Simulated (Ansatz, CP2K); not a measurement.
# CP2K runs on generalised stacking fault on (111) (shuffle set) of a GaAs-GaSb solid solution (48 atoms), part 2 of 2

Wanted: CP2K inputs and outputs for generalised stacking fault on (111) (shuffle set) of a GaAs-GaSb solid solution (48 atoms), checked against a plane-wave reference.

Program: CP2K 2026.2; the method stands at each step. Banners, paths, timers and routine set-up lines are dropped from the logs unmarked, and long logs keep their key lines alone; longer cuts are marked.

So far. Step 2 (PBE, DZVP-UZH, 800/60 Ry, diagonalisation): Forces lie 3.7 % from the reference's, at 6.2 times its CPU time (on 2 against 4 cores). Step 3 (PBE, DZVP-UZH, 560/60 Ry, diagonalisation): Against the first run (3.7 %), the force difference from the reference is 11 %, at 1.0 times the CPU time: the grid matters here.

## Step 4: PBE, SZV-MOLOPT-SR, 800/60 Ry, diagonalisation

Method: Kohn-Sham DFT, PBE, GTH-PBE pseudopotentials, Gaussian and plane waves, SZV-MOLOPT-SR-GTH, diagonalisation.

Contents of input.inp:

```
&GLOBAL
  PROJECT cell
  RUN_TYPE ENERGY_FORCE
  PRINT_LEVEL LOW
&END GLOBAL
&FORCE_EVAL
  METHOD QS
  STRESS_TENSOR ANALYTICAL
  &DFT
    BASIS_SET_FILE_NAME BASIS_MOLOPT
    POTENTIAL_FILE_NAME GTH_POTENTIALS
    &MGRID
      CUTOFF 800
      REL_CUTOFF 60
      NGRIDS 5
    &END MGRID
    &QS
      EPS_DEFAULT 1.0E-12
    &END QS
    &SCF
      SCF_GUESS ATOMIC
      EPS_SCF 1.0E-06
      MAX_SCF 200
      ADDED_MOS 24
      &DIAGONALIZATION
        ALGORITHM STANDARD
      &END DIAGONALIZATION
      &SMEAR ON
        METHOD FERMI_DIRAC
        ELECTRONIC_TEMPERATURE [K] 580
      &END SMEAR
      &MIXING
        METHOD BROYDEN_MIXING
        ALPHA 0.15
        NBROYDEN 8
      &END MIXING
      &PRINT
        &RESTART OFF
        &END RESTART
      &END PRINT
    &END SCF
    &XC
      &XC_FUNCTIONAL PBE
      &END XC_FUNCTIONAL
    &END XC
    &PRINT
      &MULLIKEN ON
      &END MULLIKEN
      &HIRSHFELD ON
        SHAPE_FUNCTION DENSITY
      &END HIRSHFELD
      &MO ON
        EIGENVALUES T
        OCCUPATION_NUMBERS T
        MO_INDEX_RANGE 205 228
        &EACH
          QS_SCF 0
        &END EACH
        ADD_LAST NUMERIC
      &END MO
    &END PRINT
  &END DFT
  &SUBSYS
    &CELL
      A 8.26650 0.00000 0.00000
      B 0.00000 7.15900 0.00000
      C 1.37778 0.00000 20.24871
    &END CELL
    &COORD
      SCALED
[... 48 atom lines left out: the same atoms as in the first run ...]
    &END COORD
    &KIND Ga
      BASIS_SET SZV-MOLOPT-SR-GTH-q13
      POTENTIAL GTH-PBE-q13
    &END KIND
    &KIND Sb
      BASIS_SET SZV-MOLOPT-SR-GTH-q5
      POTENTIAL GTH-PBE-q5
    &END KIND
    &KIND As
      BASIS_SET SZV-MOLOPT-SR-GTH-q5
      POTENTIAL GTH-PBE-q5
    &END KIND
  &END SUBSYS
  &PRINT
    &FORCES ON
    &END FORCES
    &STRESS_TENSOR ON
    &END STRESS_TENSOR
  &END PRINT
&END FORCE_EVAL
```

The run is started by

```
OMP_NUM_THREADS=1 cp2k.psmp -i input.inp > output.txt
```

Numbers of over 12 decimals in the logs are rounded to 6 here.

Log:

```text
CP2K| version string:                                       CP2K version 2026.2
 CP2K| Input file name                                                 input.inp
 GLOBAL| Basis set file name                                        BASIS_MOLOPT
 GLOBAL| Potential file name                                      GTH_POTENTIALS
[... lines left out ...]
 Number of electrons:                                                        432
[... lines left out ...]
  Step     Update method      Time    Convergence         Total energy    Change
[... lines left out ...]
  *** SCF run converged in    19 steps ***
[... lines left out ...]
  Fermi energy:                                                 0.180808
  Total energy:                                             -1932.906326
  Total energy (extrapolated to T->0):                      -1932.904361
[... lines left out ...]
 MO| E(Fermi):            0.180808 a.u.          4.920025 eV
[... lines left out ...]
 ENERGY| Total FORCE_EVAL ( QS ) energy [hartree]          -1932.906310
[... lines left out ...]
 FORCES|      1  4.22272394E-02  9.31034302E-04  2.54035663E-02   4.92884140E-02
 FORCES|      2 -4.24341670E-02  8.23498941E-03 -3.20512990E-02   5.38122602E-02
 FORCES|      3 -1.14395775E-02  7.51649218E-03  2.66902623E-02   2.99955278E-02
[...]
FORCES|     47  6.74128153E-03 -9.22776992E-03 -2.13436107E-02   2.42104591E-02
 FORCES|     48 -8.53091283E-05  2.26600713E-03 -4.58864879E-03   5.11837510E-03
 FORCES| Sum    -8.82914933E-04  4.41577547E-03 -2.62627223E-04
 FORCES| Total atomic force                                       4.51082973E-03
 STRESS| Analytical stress tensor [bar]
 STRESS|                        x                   y                   z
 STRESS|      x        1.23049577047E+05  -2.66930058620E+03  -2.00697235474E+04
 STRESS|      y       -2.66930058620E+03   4.07851432950E+04  -5.78288961667E+03
 STRESS|      z       -2.00697235474E+04  -5.78288961667E+03   4.86627463294E+04
 STRESS| 1/3 Trace                                             7.08324888906E+04
```

Elapsed: 3.8 min, on 1 thread of Arm Neoverse V2, shared host; peak memory 4.3 GiB.

Against the reference:

```
r.m.s. force component                  : 0.7732 eV/Å
r.m.s. difference of force components   : 182.4 meV/Å
longest difference of force vectors     : 719.5 meV/Å
force difference over r.m.s. force      : 28.01 %
slope of forces against the reference's : 1.166
correlation of force components         : 0.9818
pressure                                : 7.083 GPa
pressure difference                     : 2.002 GPa
```

This is a coarse setting, run to see what it loses.

Against the first run (3.7 %), the force difference from the reference is 28 %, at 0.52 times the CPU time (on 1 against 2 cores), with 312 basis functions against 912; this set comes with other potentials too, so the change isn't the basis's alone.

## Step 5: PBE, DZVP-UZH, 800/30 Ry, diagonalisation

Method: Kohn-Sham DFT, PBE, GTH-PBE pseudopotentials, Gaussian and plane waves, DZVP-MOLOPT (UZH set), diagonalisation.

input.inp: that of step 4 with these lines changed.

```diff
@@ -9,7 +9,7 @@
   &DFT
-    BASIS_SET_FILE_NAME BASIS_MOLOPT
-    POTENTIAL_FILE_NAME GTH_POTENTIALS
+    BASIS_SET_FILE_NAME BASIS_MOLOPT_UZH
+    POTENTIAL_FILE_NAME POTENTIAL_UZH
     &MGRID
       CUTOFF 800
-      REL_CUTOFF 60
+      REL_CUTOFF 30
       NGRIDS 5
@@ -23,3 +23,3 @@
       MAX_SCF 200
-      ADDED_MOS 24
+      ADDED_MOS 33
       &DIAGONALIZATION
@@ -73,3 +73,3 @@
     &KIND Ga
-      BASIS_SET SZV-MOLOPT-SR-GTH-q13
+      BASIS_SET DZVP-MOLOPT-PBE-GTH-q13
       POTENTIAL GTH-PBE-q13
@@ -77,3 +77,3 @@
     &KIND Sb
-      BASIS_SET SZV-MOLOPT-SR-GTH-q5
+      BASIS_SET DZVP-MOLOPT-PBE-GTH-q5
       POTENTIAL GTH-PBE-q5
@@ -81,3 +81,3 @@
     &KIND As
-      BASIS_SET SZV-MOLOPT-SR-GTH-q5
+      BASIS_SET DZVP-MOLOPT-PBE-GTH-q5
       POTENTIAL GTH-PBE-q5
```

The run is started by

```
OMP_NUM_THREADS=2 cp2k.psmp -i input.inp > output.txt
```

Log:

```text
CP2K| version string:                                       CP2K version 2026.2
 CP2K| Input file name                                                 input.inp
 GLOBAL| Basis set file name                                    BASIS_MOLOPT_UZH
 GLOBAL| Potential file name                                       POTENTIAL_UZH
 GLOBAL| Run type                                                   ENERGY_FORCE
 GLOBAL| Total number of message passing processes                             1
 GLOBAL| Number of threads for this process                                    2
 TOTAL NUMBERS AND MAXIMUM NUMBERS
  Total number of            - Atomic kinds:                                   3
                             - Atoms:                                         48
[... lines left out ...]
                        Smear method:                                FERMI_DIRAC
[... lines left out ...]
 Number of electrons:                                                        432
[... lines left out ...]
  Step     Update method      Time    Convergence         Total energy    Change
[... lines left out ...]
  *** SCF run converged in    18 steps ***
[... lines left out ...]
  Fermi energy:                                                 0.161159
  Total energy:                                             -1933.749742
  Total energy (extrapolated to T->0):                      -1933.746867
[... lines left out ...]
 MO| E(Fermi):            0.161159 a.u.          4.385365 eV
[... lines left out ...]
 !-----------------------------------------------------------------------------!
 !-----------------------------------------------------------------------------!
                           Hirshfeld Charges
  #Atom  Element  Kind  Ref Charge     Population                    Net charge
      1       Ga     1      13.000         12.889                         0.111
      2       Sb     2       5.000          5.058                        -0.058
      3       Ga     1      13.000         12.901                         0.099
[...]
47       Ga     1      13.000         12.884                         0.116
     48       Sb     2       5.000          5.036                        -0.036
  Total Charge                                                           -0.000
 !-----------------------------------------------------------------------------!
 ENERGY| Total FORCE_EVAL ( QS ) energy [hartree]          -1933.749739
 FORCES| Atomic forces [hartree/bohr]
 FORCES|   Atom     x               y               z               |f|
 FORCES|      1  3.19319938E-02  2.91881859E-03  1.74616149E-02   3.65113643E-02
 FORCES|      2 -3.00119045E-02  6.37432600E-03 -2.80749391E-02   4.15878425E-02
 FORCES|      3 -1.47676111E-02  9.95796392E-03  2.36347673E-02   2.95946889E-02
[...]
FORCES|     47  4.64639971E-03 -7.36201681E-03 -2.50243386E-02   2.64953929E-02
 FORCES|     48  2.24113465E-03  1.12495883E-03  1.20427172E-03   2.78181366E-03
 FORCES| Sum    -2.66179367E-03  1.16385471E-04  3.92444203E-03
 FORCES| Total atomic force                                       4.74340978E-03
 STRESS| Analytical stress tensor [bar]
 STRESS|                        x                   y                   z
 STRESS|      x        1.21486274874E+05  -2.03022739882E+03  -1.31045099487E+04
 STRESS|      y       -2.03022739882E+03   2.83036255295E+04  -1.67778465487E+03
 STRESS|      z       -1.31045099487E+04  -1.67778465487E+03   3.04503173140E+04
 STRESS| 1/3 Trace                                             6.00800725726E+04
```

It took 3.2 min on 2 threads; peak memory 4.4 GiB.

Compared with the plane-wave run:

- r.m.s. force component: 0.673 eV/Å
- r.m.s. difference of force components: 39.85 meV/Å
- longest difference of force vectors: 131.9 meV/Å
- force difference over r.m.s. force: 6.12 %
- slope of forces against the reference's: 1.032
- correlation of force components: 0.9987
- pressure: 6.008 GPa
- pressure difference: 0.9273 GPa
- energy less the same-level run's: -1.748 meV/atom
- r.m.s. force difference from the same-level run: 33.1 meV/Å

This is a coarse setting, run to see what it loses.

Against the first run (3.7 %), the force difference from the reference is 6.1 %, at 0.79 times the CPU time: the grid matters here.

The difference per atom is largest on Ga (0.090 eV/Å on average, against 0.023 on Sb).

## Step 6: PBE, DZVP-UZH, 280/60 Ry, diagonalisation

Method: Kohn-Sham DFT, PBE, GTH-PBE pseudopotentials, Gaussian and plane waves, DZVP-MOLOPT (UZH set), diagonalisation.

input.inp: that of step 5 with these lines changed.

```diff
@@ -12,5 +12,4 @@
     &MGRID
-      CUTOFF 800
-      REL_CUTOFF 30
-      NGRIDS 5
+      CUTOFF 280
+      REL_CUTOFF 60
     &END MGRID
@@ -68,6 +67,6 @@
     &END CELL
-    &COORD
-      SCALED
-[... 48 atom lines left out: the same atoms as in the first run ...]
-    &END COORD
+    &TOPOLOGY
+      COORD_FILE_NAME structure.xyz
+      COORD_FILE_FORMAT XYZ
+    &END TOPOLOGY
     &KIND Ga
```

Contents of structure.xyz:

```xyz
48

[... 48 atom lines left out: the same atoms as in the first run ...]
```

Log:

```text
CP2K| version string:                                       CP2K version 2026.2
 CP2K| Input file name                                                 input.inp
 GLOBAL| Basis set file name                                    BASIS_MOLOPT_UZH
 GLOBAL| Potential file name                                       POTENTIAL_UZH
 GLOBAL| Run type                                                   ENERGY_FORCE
 GLOBAL| Total number of message passing processes                             1
 GLOBAL| Number of threads for this process                                    2
 TOTAL NUMBERS AND MAXIMUM NUMBERS
  Total number of            - Atomic kinds:                                   3
                             - Atoms:                                         48
[... lines left out ...]
                        Smear method:                                FERMI_DIRAC
[... lines left out ...]
 Number of electrons:                                                        432
[... lines left out ...]
  Step     Update method      Time    Convergence         Total energy    Change
[... lines left out ...]
  *** SCF run converged in    18 steps ***
[... lines left out ...]
  Fermi energy:                                                 0.160790
  Total energy:                                             -1933.925384
  Total energy (extrapolated to T->0):                      -1933.922520
[... lines left out ...]
 MO| E(Fermi):            0.160790 a.u.          4.375331 eV
[... lines left out ...]
 !-----------------------------------------------------------------------------!
 !-----------------------------------------------------------------------------!
                           Hirshfeld Charges
  #Atom  Element  Kind  Ref Charge     Population                    Net charge
      1       Ga     1      13.000         12.890                         0.110
      2       Sb     2       5.000          5.057                        -0.057
      3       Ga     1      13.000         12.902                         0.098
[...]
47       Ga     1      13.000         12.885                         0.115
     48       Sb     2       5.000          5.035                        -0.035
  Total Charge                                                            0.000
 !-----------------------------------------------------------------------------!
 ENERGY| Total FORCE_EVAL ( QS ) energy [hartree]          -1933.925382
 FORCES| Atomic forces [hartree/bohr]
 FORCES|   Atom     x               y               z               |f|
 FORCES|      1  8.16582074E-02  9.42062138E-02 -2.27041221E-02   1.26721548E-01
 FORCES|      2 -2.98714934E-02  5.42063550E-03 -2.77200872E-02   4.11107364E-02
 FORCES|      3  6.64212101E-02 -7.81715702E-02 -4.26211854E-02   1.11081668E-01
[...]
FORCES|     47  9.01400971E-02  1.14917831E-01  9.01572384E-02   1.71638203E-01
 FORCES|     48  2.07705488E-03  4.07884730E-04  2.13860699E-03   3.00901426E-03
 FORCES| Sum     3.32153026E-01  4.09124195E-01 -1.38366109E-01
 FORCES| Total atomic force                                       5.44842564E-01
 STRESS| Analytical stress tensor [bar]
 STRESS|                        x                   y                   z
 STRESS|      x        1.35152117361E+05  -2.01684649562E+03  -1.09815719991E+04
 STRESS|      y       -2.01684649562E+03   4.37604928849E+04  -6.41176900490E+02
 STRESS|      z       -1.09815719991E+04  -6.41176900490E+02   4.00941028465E+04
 STRESS| 1/3 Trace                                             7.30022376976E+04
```

Elapsed: 3 min, on 2 threads; peak memory 1.4 GiB; 5.7 min of CPU time.

Numbers from this run, and their distance from the reference:

| Quantity | Value |
| --- | --- |
| r.m.s. force component | 2.654 eV/Å |
| r.m.s. difference of force components | 2599 meV/Å |
| longest difference of force vectors | 9601 meV/Å |
| force difference over r.m.s. force | 399.1 % |
| slope of forces against the reference's | 0.8462 |
| correlation of force components | 0.2083 |
| pressure | 7.3 GPa |
| pressure difference | 2.22 GPa |
| energy less the same-level run's | -101.3 meV/atom |
| r.m.s. force difference from the same-level run | 2596 meV/Å |

This is a coarse setting, run to see what it loses.

Against the first run (3.7 %), the force difference from the reference is 399 %, at 0.79 times the CPU time: the grid matters here.

The difference per atom is largest on Ga (6.1 eV/Å on average, against 0.055 on As). The forces add up to 28 eV/Å instead of zero, usually a sign of too coarse a grid.

## Step 7: All runs compared

Differences are against the plane-wave reference, forces as r.m.s. over components; share is that over the reference's r.m.s. force, slope the least-squares factor from reference forces to these. Total energies of different programs have different zeros and aren't compared.

| run | Δ force, r.m.s. (meV/Å) | share (%) | slope | Δ pressure (GPa) | cores | CPU time | memory (GiB) |
| --- | --- | --- | --- | --- | --- | --- | --- |
| reference | - | - | - | - | 4 | 71 s | 1.8 |
| CP2K PBE, DZVP-UZH, 800/60 Ry, diagonalisation | 24.0 | 3.69 | 1.022 | 0.827 | 2 | 7.2 min | 4.4 |
| CP2K PBE, DZVP-UZH, 560/60 Ry, diagonalisation (coarse) | 72.5 | 11.1 | 1.036 | 0.853 | 2 | 7.3 min | 2.8 |
| CP2K PBE, SZV-MOLOPT-SR, 800/60 Ry, diagonalisation (coarse) | 182 | 28.0 | 1.166 | 2.00 | 1 | 3.8 min | 4.3 |
| CP2K PBE, DZVP-UZH, 800/30 Ry, diagonalisation (coarse) | 39.9 | 6.12 | 1.032 | 0.927 | 2 | 5.7 min | 4.4 |
| CP2K PBE, DZVP-UZH, 280/60 Ry, diagonalisation (coarse) | 2599 | 399 | 0.846 | 2.22 | 2 | 5.7 min | 1.4 |

Rows marked coarse were listed beforehand as settings not expected to be converged; some can still land near the reference.

CPU time is summed over cores on a shared host, where runs went side by side, so it is rough. Symmetry, cutoffs, thresholds, outputs and thread counts weren't matched or tuned between programs; memory under MPI is the largest rank's times the ranks.

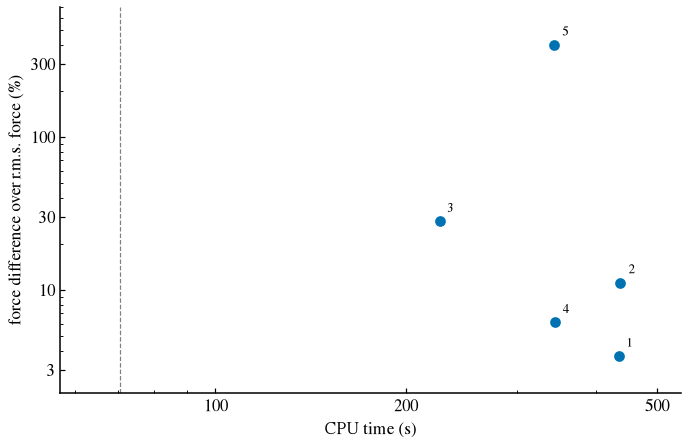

Force difference against CPU time; the dashed line marks the reference's time. Points: 1 CP2K PBE, DZVP-UZH, 800/60 Ry, diagonalisation; 2 CP2K PBE, DZVP-UZH, 560/60 Ry, diagonalisation; 3 CP2K PBE, SZV-MOLOPT-SR, 800/60 Ry, diagonalisation; 4 CP2K PBE, DZVP-UZH, 800/30 Ry, diagonalisation; 5 CP2K PBE, DZVP-UZH, 280/60 Ry, diagonalisation.

Mean charges by element (e), by run and scheme:

| run | scheme | Ga | Sb | As |
| --- | --- | --- | --- | --- |
| reference | Löwdin | -0.07 | +0.36 | -0.06 |
| CP2K PBE, DZVP-UZH, 800/60 Ry, diagonalisation | Mulliken | -0.03 | +0.30 | -0.17 |
| CP2K PBE, DZVP-UZH, 800/60 Ry, diagonalisation | Hirshfeld | +0.11 | -0.04 | -0.16 |
| CP2K PBE, DZVP-UZH, 560/60 Ry, diagonalisation | Mulliken | -0.03 | +0.30 | -0.17 |
| CP2K PBE, DZVP-UZH, 560/60 Ry, diagonalisation | Hirshfeld | +0.11 | -0.04 | -0.16 |

The reference's Löwdin charges lack the electrons that the projection spills, 0.022 e an atom on average.

Within one program, basis, potentials and functional, energies share a zero. Each run against its twin at the usual cutoff or grid and solver:

| run | twin | Δ energy (meV/atom) | Δ force, r.m.s. (meV/Å) | CPU time over the twin's |
| --- | --- | --- | --- | --- |
| CP2K PBE, DZVP-UZH, 560/60 Ry, diagonalisation | DZVP-UZH, 800/60 Ry, diagonalisation | -0.297 | 72.4 | 1.0 |
| CP2K PBE, DZVP-UZH, 800/30 Ry, diagonalisation | DZVP-UZH, 800/60 Ry, diagonalisation | -1.75 | 33.1 | 0.79 |
| CP2K PBE, DZVP-UZH, 280/60 Ry, diagonalisation | DZVP-UZH, 800/60 Ry, diagonalisation | -101 | 2596 | 0.79 |

A second geometry, displaced anew (every atom was moved at random, 0.06 Å r.m.s. a Cartesian component), gives an energy difference that all programs can be tested on. The reference puts it at 38.91 meV/atom.

| run | energy less the first geometry's (meV/atom) | error (meV/atom) | force share at the second geometry (%) |
| --- | --- | --- | --- |
| CP2K PBE, DZVP-UZH, 800/60 Ry, diagonalisation | 40.17 | 1.26 | 3.69 |
| CP2K PBE, DZVP-UZH, 560/60 Ry, diagonalisation | 39.81 | 0.898 | 7.38 |
| CP2K PBE, SZV-MOLOPT-SR, 800/60 Ry, diagonalisation | 48.85 | 9.93 | 28.1 |
| CP2K PBE, DZVP-UZH, 800/30 Ry, diagonalisation | 40.31 | 1.39 | 5.12 |
| CP2K PBE, DZVP-UZH, 280/60 Ry, diagonalisation | 55.85 | 16.9 | 278 |

Further runs of this program without a result: CP2K GFN1-xTB, diagonalisation (not converged).

## Step 8: What came out

```json
{"nearest in forces": "CP2K PBE, DZVP-UZH, 800/60 Ry, diagonalisation, 3.7 %", "its CPU time": "7.2 min"}
```

In words: The PBE run in local orbitals, coarse settings apart, differs by 3.7 % (CP2K PBE, DZVP-UZH, 800/60 Ry, diagonalisation); basis, grid and potentials can all enter. Runs with settings chosen to be coarse differ by 6.1 % (CP2K PBE, DZVP-UZH, 800/30 Ry, diagonalisation) to 399 % (CP2K PBE, DZVP-UZH, 280/60 Ry, diagonalisation), their programs' other errors included. None of the electronic-structure runs in the table takes under half the reference's CPU time of 71 s; they take 3.2 to 6.2 times as much. CP2K PBE, SZV-MOLOPT-SR, 800/60 Ry, diagonalisation stiffens the forces by a factor of 1.17 while following their directions (correlation 0.982). In pressure, CP2K PBE, DZVP-UZH, 280/60 Ry, diagonalisation misses by +2.2 GPa, at the same functional. Charges hang on scheme and program or settings: among these rows the mean for Sb runs from -0.04 to +0.36 e. The energy difference between the two geometries, 38.9 meV/atom in the reference, is met best by CP2K PBE, DZVP-UZH, 560/60 Ry, diagonalisation (coarse) (+0.898) and worst by CP2K PBE, DZVP-UZH, 280/60 Ry, diagonalisation (coarse) (+16.9). The potentials hold different valence shells: 672 electrons in the reference, 432 in CP2K with SZV-MOLOPT-SR; this bears on time and differences. The reference's stress is far from hydrostatic: its diagonal is 11.1, 2.0, 2.2 GPa, compression counted positive. The host structure and its lattice constant were typed by rule, without a check against the phase diagram. The reference's pressure of 5.1 GPa belongs to a cell and atoms that aren't relaxed at this level. The electronic-structure runs sample only Γ, in a cell whose shortest periodic width is 7 Å, which is coarse for a cell with partly filled levels. Spin–orbit coupling is left out, which matters for the levels of the heavy elements.

[Also dropped from logs without a mark: logging warnings of Python, and SIESTA's first energy breakdown and zero terms.]

[Logs are printed without paths, hosts, clocks, repeated set-up lines and the standing remarks that a program may print on its own settings, such as how far it seeks lower states.]

[Hosts, paths, dates, database ids (printed as entryN), source tags and the programs' standing remarks are cut or masked in the printed files.]
